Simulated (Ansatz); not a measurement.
**Ge: single-point calculation (part 2 of 2)**

Ge (slab, 16 atoms in the cell); DFT PBE+D3(BJ), scalar-relativistic, plane waves, PAW, no spin polarisation (Ansatz 0.2.0); cutoff 420 eV, 3×4×1 k-mesh, Gaussian smearing of 0.1 eV. The structure derives from an entry of the Crystallography Open Database. It belongs to a series of runs on one base structure; here: the slab at its places in the relaxed adsorbed structure.

Geometry of the input (Å; fractional positions):
```
8.0601  0.0000  0.0000
0.0000  5.6994  0.0000
0.0000  0.0000  26.0703
Ge 0.2500  0.0000  0.3069
Ge 0.7500  0.0000  0.3069
Ge 0.5000  0.2500  0.3069
Ge 0.0000  0.2500  0.3069
Ge 0.5000  0.5000  0.3842
Ge 0.0000  0.5000  0.3842
Ge 0.7500  0.7500  0.3842
Ge 0.2500  0.7500  0.3842
Ge 0.7497  -0.0135  0.4660
Ge 0.2505  -0.0158  0.4663
Ge 0.0007  0.2402  0.4610
Ge 0.4995  0.2424  0.4610
Ge 0.0025  0.5592  0.5238
Ge 0.4991  0.5651  0.5236
Ge 0.2494  0.7870  0.5531
Ge 0.7525  0.7823  0.5515
```

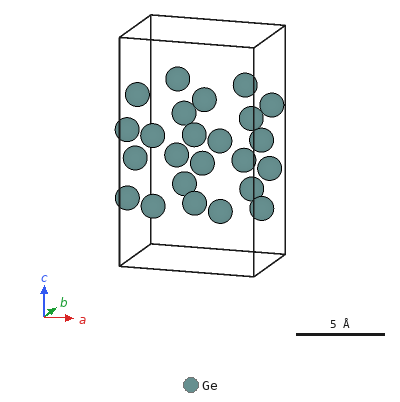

Figure 1. The structure as given in the input (spheres-only view of the cell of the calculation, with the vacuum cut short, seen slightly off an axis). An atom can appear more than once, as a periodic image.

### Output, continued
```
  k-point 1: bands = ["-25.3753", "-25.3689", "-25.3508", "-25.3471", "-25.3463", "-25.3397", "-25.3316", "-25.3263", "-25.3196", "-25.3158", "-25.3068", "-25.2980", "-25.2899", "-25.2838", "-25.2808", "-25.2670", "-25.2642", "-25.2577", "-25.2526", "-25.2473", "-25.2455", "-25.2430", "-25.2350", "-25.2341", "-25.2204", "-25.2190", "-25.2172", "-25.2063", "-25.2033", "-25.1995", "-25.1894", "-25.1685", "-25.1607", "-25.1605", "-25.1535", "-25.1460", "-25.1396", "-25.1279", "-25.1225", "-25.1197", "-25.1185", "-25.1048", "-25.1003", "-25.0823", "-25.0670", "-25.0649", "-25.0566", "-25.0549", "-25.0481", "-25.0466", "-25.0263", "-25.0051", "-24.9965", "-24.9792", "-24.9484", "-24.9388", "-24.9357", "-24.9340", "-24.9212", "-24.9027", "-24.9026", "-24.8858", "-24.8539", "-24.8438", "-24.8325", "-24.8313", "-24.8134", "-24.7713", "-24.7620", "-24.7482", "-24.7256", "-24.7215", "-24.7067", "-24.7061", "-24.7041", "-24.6989", "-24.6940", "-24.6916", "-24.6817", "-24.6757", "-12.4246", "-11.4181", "-10.7832", "-10.6092", "-10.5777", "-10.3876", "-9.5658", "-9.5469", "-8.1754", "-8.1238", "-7.6444", "-7.4856", "-7.4236", "-7.3359", "-5.7982", "-4.1147", "-3.9655", "-3.5891", "-3.5787", "-3.4835", "-3.4364", "-2.9639", "-2.8716", "-2.8608", "-2.4420", "-2.0761", "-1.8811", "-1.5881", "-1.2991", "-1.1530", "-0.9431", "-0.7956", "-0.7632", "-0.3424", "-0.3210", "-0.0305", "0.9007", "1.0042", "1.0794", "1.3519", "1.5940", "1.8303", "1.8709", "1.8930", "2.1617", "2.8008", "3.1683", "3.2078", "3.2410", "3.5571", "3.7179", "3.7888", "3.8692", "4.1131", "4.4086"]
  k-point 2: bands = ["-25.3756", "-25.3691", "-25.3500", "-25.3471", "-25.3447", "-25.3371", "-25.3318", "-25.3259", "-25.3217", "-25.3199", "-25.3090", "-25.3011", "-25.2887", "-25.2790", "-25.2728", "-25.2676", "-25.2593", "-25.2570", "-25.2529", "-25.2487", "-25.2459", "-25.2438", "-25.2423", "-25.2378", "-25.2205", "-25.2197", "-25.2196", "-25.2065", "-25.2004", "-25.1975", "-25.1964", "-25.1721", "-25.1613", "-25.1547", "-25.1453", "-25.1395", "-25.1371", "-25.1337", "-25.1268", "-25.1252", "-25.1219", "-25.0947", "-25.0919", "-25.0868", "-25.0666", "-25.0659", "-25.0581", "-25.0559", "-25.0531", "-25.0454", "-25.0251", "-25.0054", "-24.9967", "-24.9800", "-24.9487", "-24.9398", "-24.9368", "-24.9320", "-24.9163", "-24.9025", "-24.9023", "-24.8894", "-24.8530", "-24.8430", "-24.8336", "-24.8321", "-24.8127", "-24.7715", "-24.7621", "-24.7487", "-24.7255", "-24.7215", "-24.7067", "-24.7061", "-24.7043", "-24.6988", "-24.6940", "-24.6917", "-24.6818", "-24.6756", "-11.7887", "-11.6553", "-10.9783", "-10.8442", "-10.6640", "-10.5163", "-9.4820", "-9.4556", "-8.3391", "-8.1750", "-7.9813", "-7.7092", "-7.2382", "-6.8288", "-5.7175", "-5.2020", "-3.8592", "-3.8565", "-3.7869", "-3.3824", "-2.6764", "-2.4815", "-2.2723", "-2.2370", "-2.2102", "-2.1271", "-1.7214", "-1.6912", "-1.6717", "-1.5818", "-1.4015", "-1.1758", "-0.8312", "-0.6226", "-0.1932", "0.2030", "0.9570", "1.0257", "1.4437", "1.4653", "1.7521", "2.1589", "2.4984", "2.5889", "2.7931", "3.1654", "3.3275", "3.4333", "3.4826", "3.5770", "3.8090", "3.8261", "4.0500", "4.0935", "4.1313"]
  k-point 6: bands = ["-25.3752", "-25.3694", "-25.3538", "-25.3521", "-25.3458", "-25.3431", "-25.3307", "-25.3277", "-25.3191", "-25.3153", "-25.3052", "-25.2993", "-25.2899", "-25.2859", "-25.2754", "-25.2697", "-25.2590", "-25.2525", "-25.2488", "-25.2441", "-25.2418", "-25.2381", "-25.2359", "-25.2313", "-25.2272", "-25.2140", "-25.2130", "-25.2079", "-25.2002", "-25.1967", "-25.1895", "-25.1805", "-25.1632", "-25.1579", "-25.1540", "-25.1472", "-25.1436", "-25.1361", "-25.1311", "-25.1181", "-25.1161", "-25.1115", "-25.0945", "-25.0889", "-25.0676", "-25.0630", "-25.0567", "-25.0515", "-25.0439", "-25.0427", "-25.0260", "-25.0181", "-24.9858", "-24.9798", "-24.9424", "-24.9408", "-24.9344", "-24.9284", "-24.9221", "-24.9185", "-24.8788", "-24.8764", "-24.8634", "-24.8408", "-24.8373", "-24.8310", "-24.8216", "-24.7986", "-24.7448", "-24.7419", "-24.7239", "-24.7215", "-24.7105", "-24.7075", "-24.7052", "-24.6994", "-24.6938", "-24.6926", "-24.6780", "-24.6741", "-12.2065", "-11.5821", "-11.1901", "-10.5298", "-10.4120", "-10.1702", "-10.1581", "-9.5337", "-8.1102", "-8.0164", "-7.6184", "-7.4718", "-6.9068", "-6.1406", "-6.0140", "-4.6490", "-4.2453", "-4.1236", "-3.7532", "-3.6863", "-3.2771", "-3.0719", "-2.9620", "-2.7502", "-2.6941", "-2.4118", "-2.3348", "-2.1293", "-1.6883", "-1.4658", "-0.9679", "-0.7154", "-0.7056", "-0.3572", "0.0964", "0.3512", "1.1454", "1.5813", "1.7590", "1.9787", "2.0042", "2.2402", "2.3460", "2.5257", "2.7373", "2.9186", "3.1537", "3.2975", "3.5416", "3.5779", "3.7736", "3.9632", "4.1017", "4.2418", "4.2689"]
```

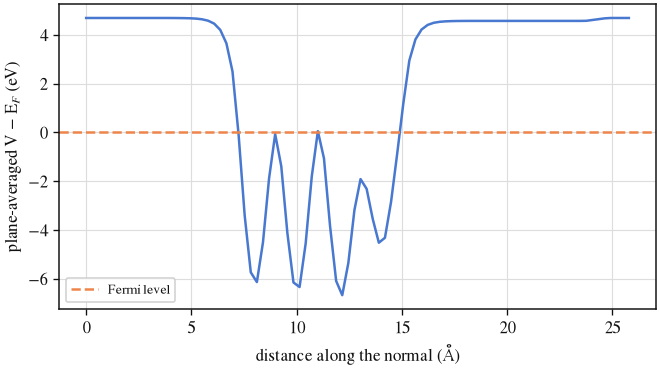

Figure 2. Plane average of the electrostatic potential energy of an electron across the cell, from the Fermi level. The vacuum level lies 4.57 eV above the Fermi level on the upper side and 4.69 eV on the lower.

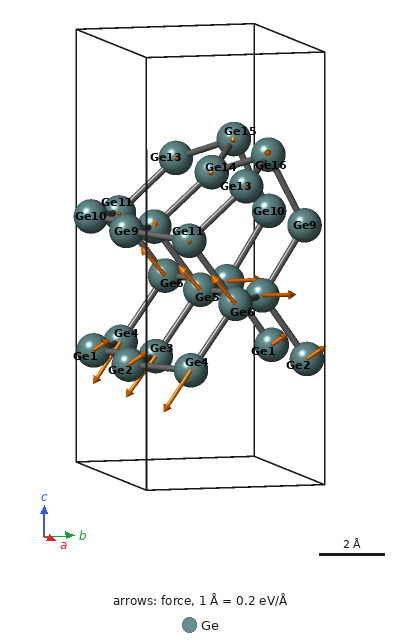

Figure 3. Forces on the atoms as orange arrows (ball-and-stick view of the cell of the calculation, with the vacuum cut short, seen slightly off an axis; atoms are numbered from 1 in the order of the input); the smallest are left out. The largest act on Ge3 (0.32 eV/Å); Ge4 (0.31 eV/Å); Ge6 (0.25 eV/Å); Ge8 (0.23 eV/Å), among others. The geometry is not a stationary point of this energy.

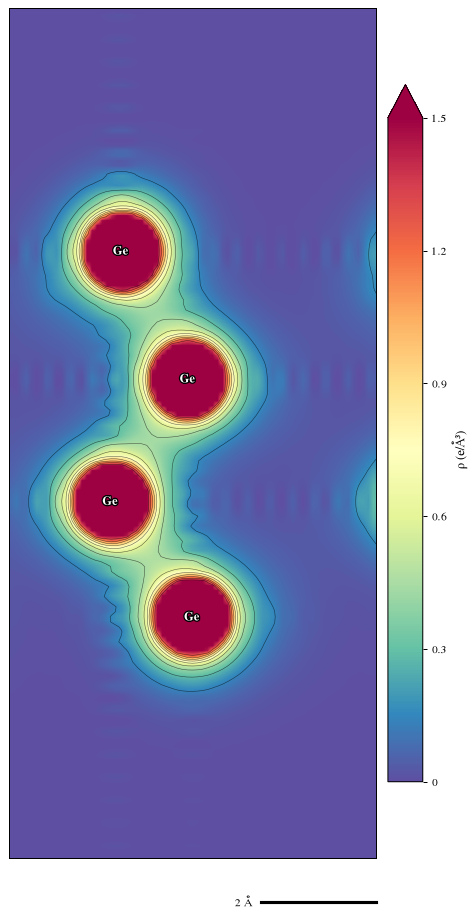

Figure 4. Valence charge density (pseudo) on the (100) plane of the calculation cell, a cut from vacuum to vacuum. Atoms in the plane: Ge. Ge–Ge (2.47 Å): the density is about 0.47 e/Å³ at the midpoint. Ge–Ge (2.47 Å): ρ at the midpoint is about 0.47 e/Å³. The density dies away to nearly zero in the vacuum. In a PAW calculation such maps are meaningful between the atoms, not at the nuclei.

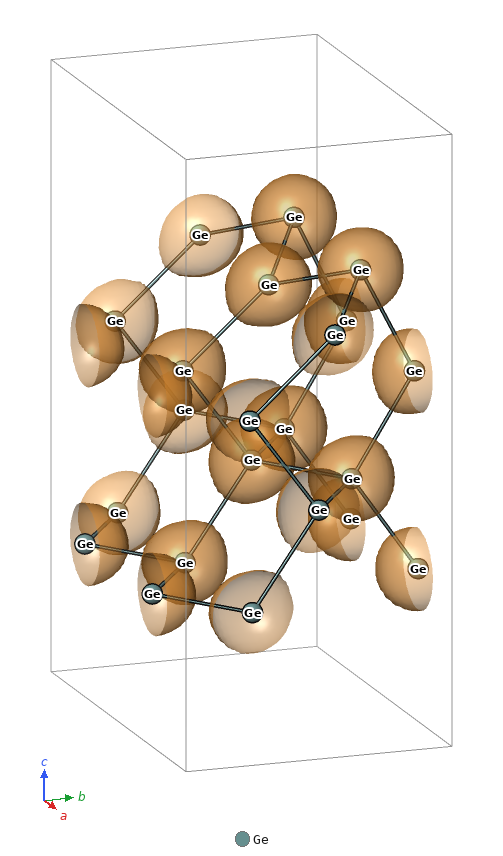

Figure 5. Isosurface of the valence pseudo-density at 0.6 e/Å³ (orange), seen slightly off an axis. Sticks mark near contacts. At this value the density breaks into separate islands; it holds about 75 % of the electrons treated as valence (semicore included). It is pinched off along the Ge–Ge (2.45 Å) and Ge–Ge (2.49 Å) contacts. On the grid the lowest density along these lines, outside the cores, is 0.49 e/Å³ (Ge–Ge, 2.45 Å) and 0.47 e/Å³ (Ge–Ge, 2.49 Å).

### Summary

- outcome: converged
- electrons treated: 224
- free energy: −68716.9807 eV
- work function, top face: 4.57 eV
- work function, bottom face: 4.69 eV
- Fermi energy: −0.733 eV
- gap on the k-point mesh: none (metallic)
- work function (upper face): 4.57 eV
- largest force (length of the vector): 0.317 eV/Å
- hardware: 4 threads of AMD EPYC (Zen 5), 32 GiB of memory available, shared host
- wall time: 11 s (CPU time 44 s)
- peak memory: 3.1 GiB
